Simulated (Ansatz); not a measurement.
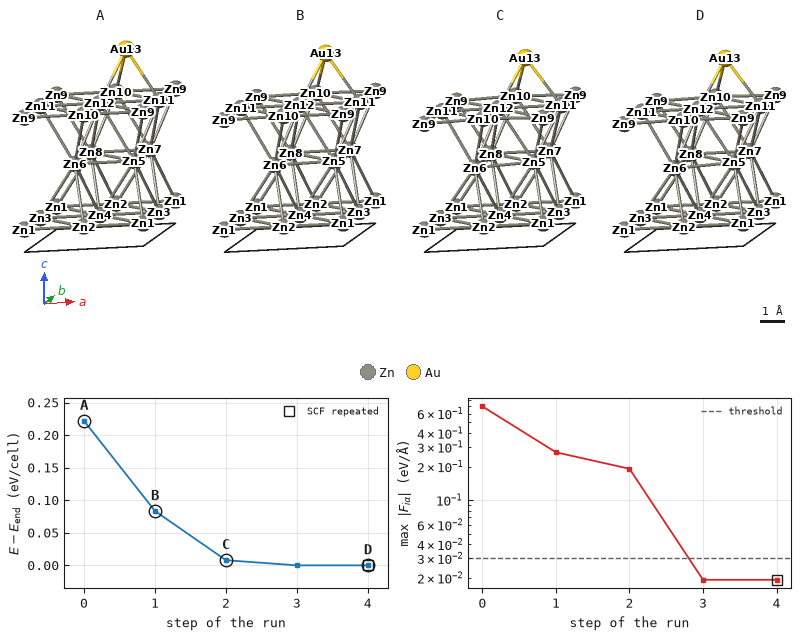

Frames of a constrained relaxation of a slab of composition Zn₁₂Au, marked on the history of the run. A ball-and-stick model of the cell of the calculation, outlined in the plane, without the vacuum, seen slightly off an axis.

It is Au on Zn(0001), set down by a guess. The run prepares an end point of a later path (adatom hop) calculation, from a guessed geometry. 4 atoms are held fixed.

Computed with DFT PBE-D3(BJ), scalar-relativistic, plane waves, PAW (Ansatz). (plane-wave cutoff 420 eV; k-point mesh 5 × 5 × 1; occupations gaussian; smearing width 0.1 eV; no spin polarisation; atoms relaxed in a fixed cell; force threshold 0.03 eV/Å; at most 60 steps)

### What happens along the run?

After 3 accepted moves (4 points after the start) the energy has fallen by 0.222 eV per cell of the calculation. Largest force component: 0.7 eV/Å at the start, 0.019 eV/Å at the end. 1 step only repeated the SCF at the same geometry. Au13 moves most: 0.43 Å at 9° to the normal (−c side). By element the largest moves are Au 0.43 Å, Zn 0.29 Å. The cell doesn't change. Some distances before and after: Zn5–Zn9 2.907 → 2.732 Å, Zn2–Zn6 2.907 → 2.745 Å, Zn3–Zn6 2.907 → 2.746 Å, Zn10–Au13 2.709 → 2.557 Å. Bond angles that change, for instance: Zn10–Au13–Zn12 59.4° → 65.7°, Zn10–Au13–Zn11 59.7° → 65.7°. From step 0 to 1: Au13 moves most (0.19 Å), energy −0.138 eV per cell of the calculation. From step 1 to 2: Au13 moves most (0.19 Å), energy −75.5 meV per cell of the calculation. From step 2 to 4: Au13 moves most (0.04 Å), energy −7.9 meV per cell of the calculation.

| step | E − E(0), meV/atom | largest force component, eV/Å | note |
| --- | --- | --- | --- |
| 0 | 0.00 | 0.6952 |  |
| 1 | -10.65 | 0.2689 |  |
| 2 | -16.46 | 0.1912 |  |
| 3 | -17.07 | 0.0192 |  |
| 4 | -17.07 | 0.0192 | same geometry, SCF repeated |

Limits of the set-up: the periodic images lie only 5.3 Å apart, so the values are limited by the cell's size.
